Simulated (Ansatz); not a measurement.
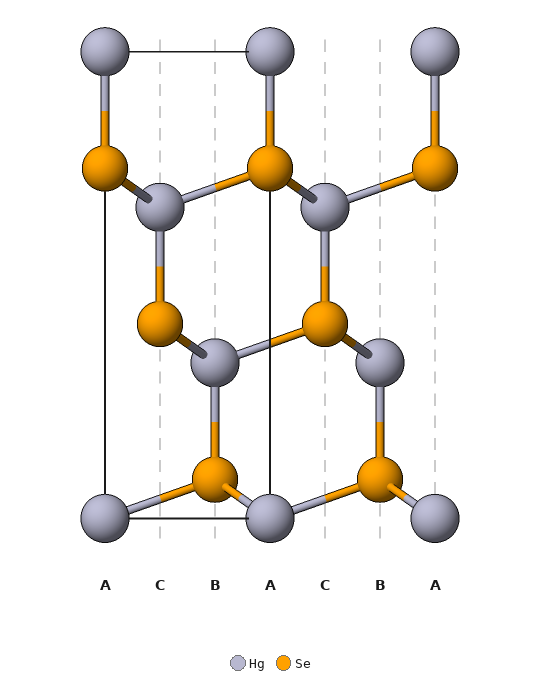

The picture looks along a close-packed row of the hexagonal mesh; [111] points upwards. The dashed lines mark the three columns A (0, 0), B (1/3, 2/3) and C (2/3, 1/3). The box is the hexagonal cell of the face-centred cubic lattice. The sequence starts with the first layer at or above the cell's origin.

HgSe (space group F-43m, No. 216): the end point of a relaxation with DFT, r2SCAN, PAW with Ansatz's default frozen-core files, scalar-relativistic (Ansatz 0.2.0).

### List the layers of one repeat.

Hg(A) – Se(B) – Hg(B) – Se(C) – Hg(C) – Se(A) (six layers in 10.71 Å).

### How are the Se layers alone stacked?

Se layers alone: BCA, the cubic close-packed type.

### Which positions between or in the Se layers do the other atoms fill?

Hg: three tetrahedral sites in each hexagonal cell.

### What short polytype symbol fits?

Polytype symbol 3C, the symbol of a tetrahedral polytype (number of double layers in the repeat and lattice).
